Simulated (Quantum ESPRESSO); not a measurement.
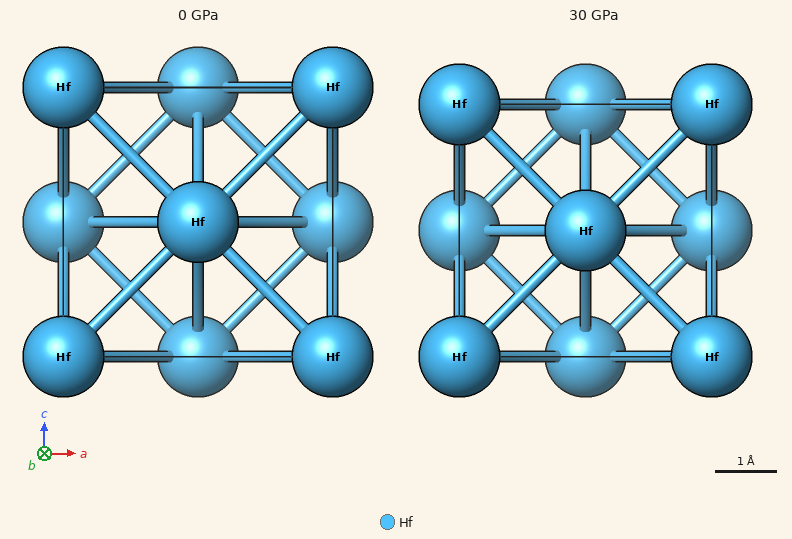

Crystalline Hf (set up in Fm-3m), relaxed (cell and atoms) at several target pressures. The picture shows the first and the last member. Style: ball-and-stick. Shown: the conventional cell (4 times the calculation's cell), along the b axis. Lengths and directions refer to the drawn axes.

Computed with Quantum ESPRESSO 7.5: PBEsol, GBRV 1.5 PBEsol. Set-up: plane-wave cutoff 707.5 eV; k-point mesh 10 × 10 × 10; occupations fermi-dirac; smearing width 0.05 eV; no spin polarisation.

```csv
pressure (GPa),volume (Å³/atom),a (Å)
0,21.618,4.422
2,21.249,4.397
5,?,?
10,20.007,4.309
20,18.782,4.220
30,17.789,4.144
```

> Estimate the missing row from the others, and compare with the calculation.

Murnaghan's form V = V₀(1 + B′P/B₀)^(−1/B′), with V₀ = 21.618 Å³ from the row at zero pressure, fits the other rows with B₀ = 116 GPa and B′ = 2.81 (largest miss 0.010 Å³). At 5 GPa it gives 21.618 × (1 + 2.81 × 5/116)^(−1/2.81) = 20.756 Å³ per atom. The calculation gives 20.745 Å³/atom (a = 4.362 Å). The estimate is 0.011 Å³/atom too high. From the first member to the last: Hf–Hf 3.127 → 2.930 Å.

The whole series:

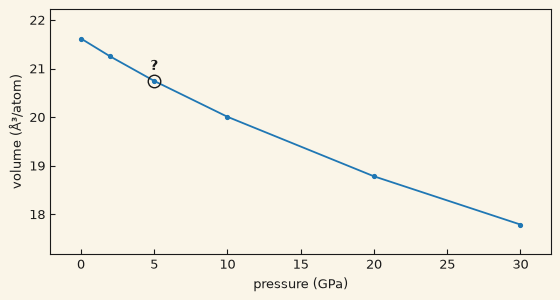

Each member starts from this one structure; whether another phase lies lower wasn't checked.
